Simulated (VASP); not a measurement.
Geometry relaxation, with input and output: CdS (part 2 of 2)

CdS (P6₃mc, 4 atoms in the cell); Kohn-Sham DFT of a periodic cell, PBE with MBD, VASP PAW PBE potentials, recommended, no spin polarisation (VASP 6.6.1); cutoff 600 eV, 7×7×4 k-mesh, fermi-dirac of 0.05 eV. The structure derives from an entry of the Crystallography Open Database.

Geometry of the input (Å; fractional positions):
```
4.1500  0.0000  0.0000
-2.0750  3.5940  0.0000
0.0000  0.0000  6.7370
Cd 0.6667  0.3333  0.5000
Cd 0.3333  0.6667  0.0000
S  0.6667  0.3333  0.8750
S  0.3333  0.6667  0.3750
```

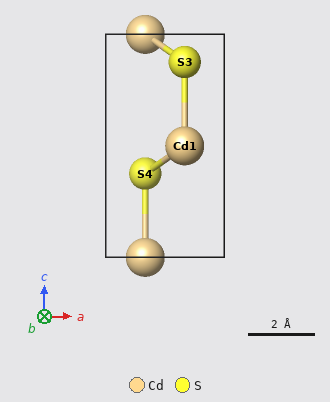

Figure 1. The geometry at step 1 of the log (ball-and-stick view of the cell of the calculation, along the b axis; atoms are numbered from 1 in the order of the input).

**Parts of OUTCAR, continued**
```
  FORCE on cell =-STRESS in cart. coord.  units (eV):
  Direction    XX          YY          ZZ          XY          YZ          ZX
  --------------------------------------------------------------------------------------
  -------------------------------------------------------------------------------------
  Total       0.37587     0.37587     0.77442     0.00000    -0.00000    -0.00000
  in kB       5.99311     5.99311    12.34791     0.00000    -0.00000    -0.00000
  external pressure =        8.11 kB  Pullay stress =        0.00 kB

 VOLUME and BASIS-vectors are now :
 -----------------------------------------------------------------------------
  energy-cutoff  :      600.00
  volume of cell :      100.48
      direct lattice vectors                 reciprocal lattice vectors
     4.150000000  0.000000000  0.000000000     0.240963855  0.139120547  0.000000000
    -2.075000000  3.594005426  0.000000000     0.000000000  0.278241094  0.000000000
     0.000000000  0.000000000  6.737000000     0.000000000  0.000000000  0.148434021

 POSITION                                       TOTAL-FORCE (eV/Angst)
 -----------------------------------------------------------------------------------
      2.07500      1.19800      3.36850        -0.000000      0.000000     -0.068098
     -0.00000      2.39600      0.00000         0.000000      0.000000     -0.068098
      2.07500      1.19800      5.89487        -0.000000     -0.000000      0.068098
     -0.00000      2.39600      2.52637         0.000000     -0.000000      0.068098
 -----------------------------------------------------------------------------------
    total drift:                               -0.000000      0.000000     -0.000737

  FREE ENERGIE OF THE ION-ELECTRON SYSTEM (eV)
  ---------------------------------------------------
  free  energy   TOTEN  =       -13.2209444886 eV

  energy  without entropy=      -13.2209443309  energy(sigma->0) =      -13.22094441

--------------------------------------- Ionic step        2  -------------------------------------------

 number of electron      36.0000007 magnetization

------------------------ aborting loop because EDIFF is reached ----------------------------------------

  Tkatchenko/Scheffler method for vdW energy calculation

  Edisp (eV):   -0.93632

  FORCE on cell =-STRESS in cart. coord.  units (eV):
  Direction    XX          YY          ZZ          XY          YZ          ZX
  --------------------------------------------------------------------------------------
  -------------------------------------------------------------------------------------
  Total      -0.14618    -0.14618    -0.22645     0.00000     0.00000     0.00000
  in kB      -2.28850    -2.28850    -3.54507     0.00000     0.00000     0.00000
  external pressure =       -2.71 kB  Pullay stress =        0.00 kB

 VOLUME and BASIS-vectors are now :
 -----------------------------------------------------------------------------
  energy-cutoff  :      600.00
  volume of cell :      102.34
      direct lattice vectors                 reciprocal lattice vectors
     4.168812827  0.000000000 -0.000000000     0.239876445  0.138492730  0.000000000
    -2.084406413  3.610297812  0.000000000     0.000000000  0.276985460  0.000000000
     0.000000000 -0.000000000  6.799923679     0.000000000  0.000000000  0.147060474

 POSITION                                       TOTAL-FORCE (eV/Angst)
 -----------------------------------------------------------------------------------
      2.08441      1.20343      3.39665        -0.000000      0.000000      0.000442
     -0.00000      2.40687      6.79661        -0.000000      0.000000      0.000442
      2.08441      1.20343      5.95325        -0.000000     -0.000000     -0.000442
     -0.00000      2.40687      2.55329         0.000000     -0.000000     -0.000442
 -----------------------------------------------------------------------------------
    total drift:                               -0.000000      0.000000      0.000808

  FREE ENERGIE OF THE ION-ELECTRON SYSTEM (eV)
  ---------------------------------------------------
  free  energy   TOTEN  =       -13.2251807215 eV

  energy  without entropy=      -13.2251804748  energy(sigma->0) =      -13.22518060

--------------------------------------- Ionic step        3  -------------------------------------------

 number of electron      36.0000008 magnetization

 Free energy of the ion-electron system (eV)
  ---------------------------------------------------
  ext. energy  EPLUGINS =         0.00000000
  ---------------------------------------------------
  free energy    TOTEN  =       -12.28539600 eV

  energy without entropy =      -12.28539578  energy(sigma->0) =      -12.28539589

 E-fermi :   1.6995     XC(G=0):  -9.0182     alpha+bet : -6.9016

 val. band max:        1.0880964415   @ k =   0.0000   0.0000   0.0000
 cond. band min:       2.2493934635   @ k =   0.0000   0.0000   0.0000
 fundamental gap:      1.1612970220
 Fermi energy:         1.6994874147

 k-point     1 :       0.0000    0.0000    0.0000
  band No.  band energies     occupation
      1     -11.1253      2.00000
      2     -10.7184      2.00000
      3      -6.5332      2.00000
      4      -6.5225      2.00000
      5      -6.5225      2.00000
      6      -6.4428      2.00000
      7      -6.4428      2.00000
      8      -6.1359      2.00000
      9      -6.1359      2.00000
     10      -6.0511      2.00000
     11      -6.0511      2.00000
     12      -5.7297      2.00000
     13      -3.1501      2.00000
     14       0.3641      2.00000
     15       0.3641      2.00000
     16       1.0409      2.00000
     17       1.0881      1.99999
     18       1.0881      1.99999
     19       2.2494      0.00003
     20       3.8678      0.00000
     21       7.5749      0.00000
     22       7.5749      0.00000

 k-point     2 :       0.1429   -0.0000    0.0000
  band No.  band energies     occupation
      1     -11.0581      2.00000
      2     -10.6891      2.00000
      3      -6.5104      2.00000
      4      -6.4957      2.00000
      5      -6.4708      2.00000
      6      -6.4102      2.00000
      7      -6.4047      2.00000
      8      -6.1502      2.00000
      9      -6.1351      2.00000
     10      -6.0775      2.00000
     11      -6.0454      2.00000
     12      -5.6844      2.00000
     13      -3.0176      2.00000
     14      -0.3748      2.00000
     15       0.1157      2.00000
     16       0.1323      2.00000
     17       0.9005      2.00000
     18       0.9529      2.00000
     19       3.1862      0.00000
     20       4.5550      0.00000
     21       6.9861      0.00000
     22       7.8542      0.00000

 k-point     3 :       0.2857   -0.0000    0.0000
  band No.  band energies     occupation
      1     -10.8984      2.00000
      2     -10.6307      2.00000
      3      -6.4627      2.00000
      4      -6.4464      2.00000
      5      -6.3500      2.00000
      6      -6.3188      2.00000
      7      -6.2791      2.00000
      8      -6.1774      2.00000
      9      -6.1148      2.00000
     10      -6.1016      2.00000
     11      -6.0322      2.00000
     12      -5.5891      2.00000
     13      -2.7572      2.00000
     14      -1.5183      2.00000
     15      -1.0881      2.00000
     16      -0.3272      2.00000
     17       0.4817      2.00000
     18       0.6459      2.00000
     19       4.2345      0.00000
     20       5.1115      0.00000
     21       6.5337      0.00000
     22       7.3544      0.00000

 k-point     4 :       0.4286   -0.0000    0.0000
  band No.  band energies     occupation
      1     -10.7526      2.00000
      2     -10.6009      2.00000
      3      -6.4378      2.00000
      4      -6.4208      2.00000
      5      -6.2659      2.00000
      6      -6.2529      2.00000
      7      -6.2164      2.00000
      8      -6.1730      2.00000
      9      -6.0760      2.00000
     10      -6.0180      2.00000
     11      -5.8834      2.00000
     12      -5.5752      2.00000
     13      -2.8718      2.00000
     14      -2.2043      2.00000
     15      -1.5036      2.00000
     16      -0.6582      2.00000
     17      -0.0460      2.00000
     18       0.4044      2.00000
     19       4.7133      0.00000
     20       5.0011      0.00000
     21       6.2544      0.00000
     22       7.3456      0.00000

 k-point     5 :       0.1429    0.1429    0.0000
  band No.  band energies     occupation
      1     -10.9443      2.00000
      2     -10.6455      2.00000
      3      -6.4675      2.00000
      4      -6.4644      2.00000
      5      -6.3751      2.00000
      6      -6.3620      2.00000
      7      -6.3136      2.00000
      8      -6.1646      2.00000
      9      -6.1336      2.00000
     10      -6.1031      2.00000
     11      -6.0346      2.00000
     12      -5.6129      2.00000
     13      -2.8109      2.00000
     14      -1.0705      2.00000
     15      -0.9142      2.00000
     16      -0.2708      2.00000
     17       0.6072      2.00000
     18       0.6345      2.00000
     19       4.0915      0.00000
     20       5.3348      0.00000
     21       6.6762      0.00000
     22       7.1686      0.00000

 [... the levels of 18 k-points are left out ...]

 k-point    24 :       0.2857    0.2857    0.5000
  band No.  band energies     occupation
      1     -10.6336      2.00000
      2     -10.6336      2.00000
      3      -6.3610      2.00000
      4      -6.3610      2.00000
      5      -6.3337      2.00000
      6      -6.3337      2.00000
      7      -6.1544      2.00000
      8      -6.1544      2.00000
      9      -6.0958      2.00000
     10      -6.0958      2.00000
     11      -5.6229      2.00000
     12      -5.6229      2.00000
     13      -2.7769      2.00000
     14      -2.7769      2.00000
     15      -1.1000      2.00000
     16      -1.1000      2.00000
     17      -0.0141      2.00000
     18      -0.0141      2.00000
     19       5.3705      0.00000
     20       5.3705      0.00000
     21       7.0957      0.00000
     22       7.0957      0.00000

------------------------ aborting loop because EDIFF is reached ----------------------------------------

  Hirshfeld charges:
            ion         q(e)
   ------------------------------
      1     Cd       0.28361360
      2     Cd       0.28361360
      3     S       -0.28361360
      4     S       -0.28361360

  Tkatchenko/Scheffler method for vdW energy calculation

  Edisp (eV):   -0.94005

  FORCE on cell =-STRESS in cart. coord.  units (eV):
  Direction    XX          YY          ZZ          XY          YZ          ZX
  --------------------------------------------------------------------------------------
  -------------------------------------------------------------------------------------
  Total      -0.02837    -0.02837    -0.01448     0.00000     0.00000     0.00000
  in kB      -0.44588    -0.44588    -0.22760     0.00000     0.00000     0.00000
  external pressure =       -0.37 kB  Pullay stress =        0.00 kB

 VOLUME and BASIS-vectors are now :
 -----------------------------------------------------------------------------
  energy-cutoff  :      600.00
  volume of cell :      101.94
      direct lattice vectors                 reciprocal lattice vectors
     4.164730522  0.000000000 -0.000000000     0.240111574  0.138628482  0.000000000
    -2.082365261  3.606762432  0.000000000     0.000000000  0.277256964  0.000000000
     0.000000000 -0.000000000  6.786269503     0.000000000  0.000000000  0.147356364

 POSITION                                       TOTAL-FORCE (eV/Angst)
 -----------------------------------------------------------------------------------
      2.08237      1.20225      3.39054        -0.000000      0.000000     -0.013015
     -0.00000      2.40451      6.78367         0.000000      0.000000     -0.013015
      2.08237      1.20225      5.94058        -0.000000     -0.000000      0.013015
     -0.00000      2.40451      2.54745         0.000000     -0.000000      0.013015
 -----------------------------------------------------------------------------------
    total drift:                               -0.000000      0.000000      0.000202

  FREE ENERGIE OF THE ION-ELECTRON SYSTEM (eV)
  ---------------------------------------------------
  free  energy   TOTEN  =       -13.2254508001 eV

  energy  without entropy=      -13.2254505765  energy(sigma->0) =      -13.22545069

 reached required accuracy - stopping structural energy minimisation
```

**CONTCAR**
```
CdS
   1.00000000000000
     4.1647305219089050    0.0000000000000000   -0.0000000000000000
    -2.0823652609544525    3.6067624318840568    0.0000000000000000
     0.0000000000000000   -0.0000000000000000    6.7862695032220550
  Cd              S
     2     2
Direct
     0.6666666667000030    0.3333333332999970    0.4996171949284624
     0.3333333332999970    0.6666666667000030    0.9996171949284623
     0.6666666667000030    0.3333333332999970    0.8753828050715377
     0.3333333332999970    0.6666666667000030    0.3753828050715376

  0.00000000E+00  0.00000000E+00  0.00000000E+00
  0.00000000E+00  0.00000000E+00  0.00000000E+00
  0.00000000E+00  0.00000000E+00  0.00000000E+00
  0.00000000E+00  0.00000000E+00  0.00000000E+00
```

**Trajectory as extended XYZ (Å, eV, eV/Å), 3 frames, from step=0 to step=2**
```
4
Lattice="4.1500 0.0000 0.0000 -2.0750 3.5940 0.0000 0.0000 0.0000 6.7370" Properties=species:S:1:pos:R:3:forces:R:3 step=0 energy=-13.22094
Cd    2.0750    1.1980    3.3685    0.0000   0.0000  -0.0681
Cd    0.0000    2.3960    0.0000    0.0000   0.0000  -0.0681
S     2.0750    1.1980    5.8949    0.0000   0.0000   0.0681
S     0.0000    2.3960    2.5264    0.0000   0.0000   0.0681
4
Lattice="4.1688 0.0000 -0.0000 -2.0844 3.6103 0.0000 0.0000 -0.0000 6.7999" Properties=species:S:1:pos:R:3:forces:R:3 step=1 energy=-13.22518
Cd    2.0844    1.2034    3.3966    0.0000   0.0000   0.0004
Cd    0.0000    2.4069    6.7966    0.0000   0.0000   0.0004
S     2.0844    1.2034    5.9532    0.0000   0.0000  -0.0004
S     0.0000    2.4069    2.5533    0.0000   0.0000  -0.0004
4
Lattice="4.1647 0.0000 -0.0000 -2.0824 3.6068 0.0000 0.0000 -0.0000 6.7863" Properties=species:S:1:pos:R:3:forces:R:3 step=2 energy=-13.22545
Cd    2.0824    1.2023    3.3905    0.0000   0.0000  -0.0130
Cd    0.0000    2.4045    6.7837    0.0000   0.0000  -0.0130
S     2.0824    1.2023    5.9406    0.0000   0.0000   0.0130
S     0.0000    2.4045    2.5474    0.0000   0.0000   0.0130
```

**Key numbers**

```csv
quantity,value
outcome,converged
space group (tolerance 0.01 Å),P6₃mc (186)
electrons treated,36
free energy,−13.2255 eV
dispersion energy,−0.9401 eV
Fermi energy,1.699 eV
gap on the k-point mesh,1.16 eV
pressure,−0.04 GPa
final volume,101.94 Å³
largest force (length of the vector) at the end,0.013 eV/Å
final cell,"a = 4.165 Å, b = 4.165 Å, c = 6.786 Å, α = 90.00°, β = 90.00°, γ = 120.00°"
hardware,"1 thread of Intel Xeon (Granite Rapids), 64 GiB of memory available, shared host"
wall time,67 s
peak memory,0.28 GiB
```
